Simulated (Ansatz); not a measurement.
## Energy of Mo along an even scaling of the cell

System: Mo (Im-3m, 1 atom in the cell).
Method: Kohn-Sham DFT of a periodic cell, revPBE with D3(BJ)+ATM, all-electron LAPW, scalar-relativistic, spin-polarised (Ansatz 0.2.0).

The 7 runs differ only in the geometry, by an even scaling of the cell at fixed fractional positions. The structure derives from a Materials Project entry.

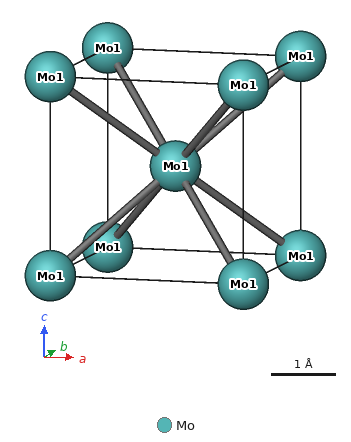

Figure 1. The structure of run 4 (ball-and-stick view of the cell 2 times as large as that of the calculation, set on its symmetry axes, seen slightly off an axis; atoms are numbered from 1 in the order of the input).

## Input of run 4
```yaml
crystal:
  lattice:
    - [-1.5838089719, 1.5838089719, 1.5838089719]
    - [1.5838089719, -1.5838089719, 1.5838089719]
    - [1.5838089719, 1.5838089719, -1.5838089719]
  atoms:
    - { symbol: Mo, position: [0.0, 0.0, 0.0], spin: 1.14 }
kpoints:
  mp_grid: { grid: [12, 12, 12] }
scf:
  occupations: { method: fermi_dirac, width: 0.025 }
hamiltonian:
  xc: revpbe
  dispersion: d3bjatm
  pseudopotentials: { kind: all_electron, lapw: { basis_error: 0.001 } }
magnetization:
  spin_polarized: true
output:
  forces: true
  stress: true
  eigenvalues: true
```

Command:
```bash
ansatz run input.yaml --threads 1 --pin off --max-ram 2560MiB --backend cpu --events-out ev --progress --plain --runs-dir out
```

Lattice vectors (Å) and fractional positions of run 4:
```
  -1.583809    1.583809    1.583809
   1.583809   -1.583809    1.583809
   1.583809    1.583809   -1.583809
Mo  0.000000  0.000000  0.000000
```

Run 5 differs from it as follows:
```diff
-    - [-1.5838089719, 1.5838089719, 1.5838089719]
-    - [1.5838089719, -1.5838089719, 1.5838089719]
-    - [1.5838089719, 1.5838089719, -1.5838089719]
+    - [-1.5942980787, 1.5942980787, 1.5942980787]
+    - [1.5942980787, -1.5942980787, 1.5942980787]
+    - [1.5942980787, 1.5942980787, -1.5942980787]
```

## Results, with one run withheld

```tsv
run	volume per atom (Å³)	free energy per atom, from the lowest run given (meV)	pressure (GPa)
1	14.938	2.79	4.54
2	15.256	0.00	−1.61
3	15.574	8.75	−7.10
4	15.892	27.79	−12.00
5	16.209	?	?
6	16.527	92.48	−20.30
7	16.845	136.29	−23.80
```

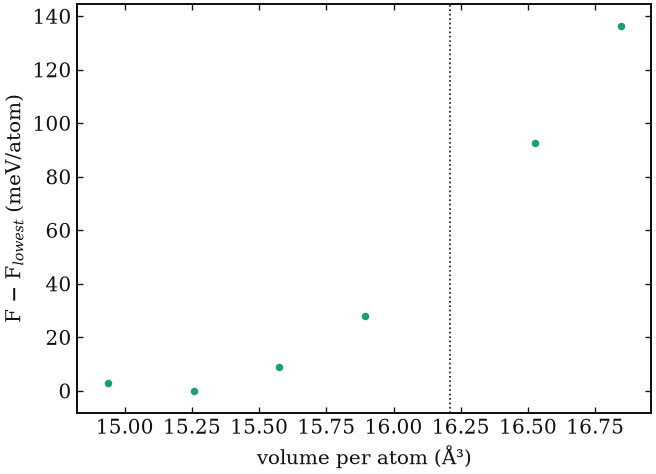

Figure 2. Free energy per atom of the runs given; the dotted line marks run 5.

What should run 5 give?

A cubic polynomial in V^(−2/3) (the Birch–Murnaghan form), fitted to the 6 runs given, misses them by at most 0.02 meV per atom. With x = V^(−2/3) − 0.15872 Å⁻², it reads F = 22.266 − 10136 x + 1.1246e+06 x² + 1.4484e+06 x³ (meV per atom). At run 5 it gives 55.98 meV per atom, and the run itself gives 56.02. The slope of the fit gives a pressure −dF/dV of −16.38 GPa there, and the run prints −16.38 GPa. The fit has its minimum at 15.169 Å³ per atom, where V d²F/dV² gives 286 GPa: the bulk modulus at this level, since symmetry fixes the shape and the positions.

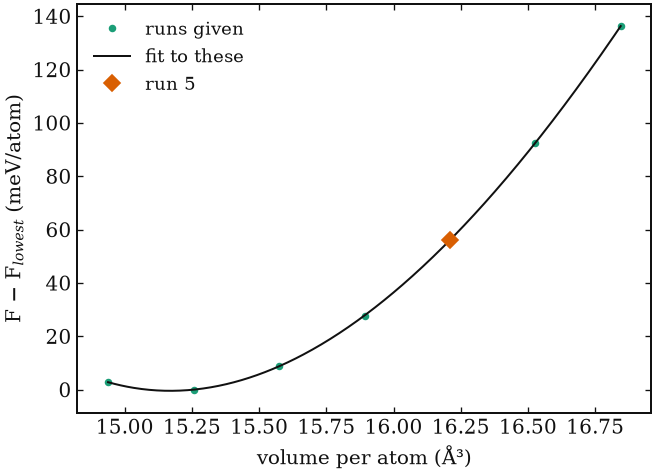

Figure 3. The fit and the withheld run.

## Output, shortened to warnings, some set-up lines, iterations and results (run 5)
```
WARN: the starting moments were not kept: the SCF closed with an absolute magnetisation of 1.9e-7 μB, where they sum to 1.14 μB in size (1 site). That is at most 0.1 of that sum. Measured as dr2_m measures the in/out step, that magnetisation stands 2.7e-15 eV from none, at or under the dr2_threshold of 1.0e-7 eV: it is no larger than a step whose dr2_m would equal this threshold. The system may …
Basis set: ecut = 245.58934111952672 eV, 141 PW (Γ), exchange–correlation at level 2
Symmetry: 48 space group operations
k-points: 72 of 1728
Initial density: superposition of atomic densities (chi_scale 0.1, normalization cell)
[...]
SCF iter   1: F=—  HF=-110183.772605 eV  |F-HF|=—  |Δ(HF+E_count)|=         —  Δρ=4.95e-2 (↑4.95e-2 ↓3.55e-2)  dr2=1.89e-1  dr2_m=2.01e-1  M=0.038 μB ∫|m|=0.056 μB  β_m=0.30  …
SCF iter   2: F=—  HF=-110183.800436 eV  |F-HF|=—  |Δ(HF+E_count)|=   2.78e-2  Δρ=3.48e-2 (↑3.48e-2 ↓2.53e-2)  dr2=1.02e-1  dr2_m=9.97e-2  M=0.029 μB ∫|m|=0.040 μB  β_m=0.57  …
SCF iter   3: F=—  HF=-110184.043653 eV  |F-HF|=—  |Δ(HF+E_count)|=   2.43e-1  Δρ=7.69e-3 (↑7.69e-3 ↓6.01e-3)  dr2=2.03e-2  dr2_m=1.88e-3  M=0.008 μB ∫|m|=0.009 μB  β_m=0.60  …
SCF iter   4: F=—  HF=-110184.059289 eV  |F-HF|=—  |Δ(HF+E_count)|=         —  Δρ=3.26e-3 (↑3.17e-3 ↓3.26e-3)  dr2=7.04e-3  dr2_m=5.14e-6  M=0.001 μB ∫|m|=0.002 μB  β_m=0.80  …
SCF iter   5: F=—  HF=-110184.061528 eV  |F-HF|=—  |Δ(HF+E_count)|=   2.24e-3  Δρ=9.21e-4 (↑8.60e-4 ↓9.21e-4)  dr2=5.66e-4  dr2_m=4.75e-6  M=-0.001 μB ∫|m|=0.001 μB  β_m=0.84 …
SCF iter   6: F=—  HF=-110184.061514 eV  |F-HF|=—  |Δ(HF+E_count)|=   1.38e-5  Δρ=2.32e-4 (↑2.32e-4 ↓2.25e-4)  dr2=1.43e-5  dr2_m=3.25e-7  M=-0.000 μB ∫|m|=0.000 μB  β_m=0.92 …
SCF iter   7: F=—  HF=-110184.061532 eV  |F-HF|=—  |Δ(HF+E_count)|=   1.76e-5  Δρ=2.86e-5 (↑2.80e-5 ↓2.86e-5)  dr2=1.96e-7  dr2_m=1.97e-8  M=0.000 μB ∫|m|=0.000 μB  β_m=0.96  …
SCF iter   8: F=—  HF=-110184.061532 eV  |F-HF|=—  |Δ(HF+E_count)|=   1.18e-7  Δρ=3.65e-6 (↑3.65e-6 ↓3.61e-6)  dr2=3.30e-9  dr2_m=1.35e-10  M=0.000 μB ∫|m|=0.000 μB  β_m=0.98 …
SCF iter   9: F=—  HF=-110184.061532 eV  |F-HF|=—  |Δ(HF+E_count)|=   3.49e-9  Δρ=5.28e-7 (↑4.44e-7 ↓5.28e-7)  dr2=5.99e-11  dr2_m=1.19e-12  M=0.000 μB ∫|m|=0.000 μB  …
SCF iter  10: F=-110184.061532 eV  HF=-110184.061532 eV  |F-HF|=0.00e0  |Δ(HF+E_count)|=  1.75e-10  Δρ=1.08e-7 (↑8.88e-8 ↓1.08e-7)  dr2=3.20e-12  dr2_m=2.65e-14  M=0.000 μB …
SCF 1 converged in 10 iterations: F = -110184.061532 eV  dr2 = 3.20e-12
WARN: the starting moments were not kept: the SCF closed with an absolute magnetisation of 1.9e-7 μB, where they sum to 1.14 μB in size (1 site). That is at most 0.1 of that sum. Measured as dr2_m measures the in/out step, that magnetisation stands 2.7e-15 eV from none, at or under the …
SCF converged after 10 iterations
Magnetization: 0.0000 μB (15.0000 up, 15.0000 down)
Absolute magnetization: 0.0000 μB (∫|ρ↑−ρ↓|)
Spin contamination: 0.0000 ħ² per cell (⟨S²⟩ above its minimum at these occupations)
Per-site moments (μB) at R_I (Å): [(2.2529061283194096e-8, 1.3807026167848397)]
Free energy (F): -110184.061532 eV
Harris-Foulkes:  -110184.061532 eV  (|F-HF|=0.00e0)
Internal energy: -110184.060654 eV  (E = F + TS)
E sigma→0 (E₀):  -110184.061093 eV
Entropy (-TS):   -0.000878 eV (-0.878 meV/atom)
Fermi energy:    22.496445 eV
--- Per-component energies (eV) ---
  E_band       = -4107.800838
  E_kinetic    = 114182.262334
  E_xc         = -3375.746358
  E_electrostatic = -220989.362328  (all electrons and nuclei)
  E_disp       = -1.214302  (pairwise vdW)
  E_smearing   = -0.000878  (= −TS)
  E_closure    = 0.000000  (closes the sum)
  E_atoms      = -110172.361641  (free atoms, spherical and without spin; not in F)
[...]
```

Warnings of the run: some starting moments were not kept.
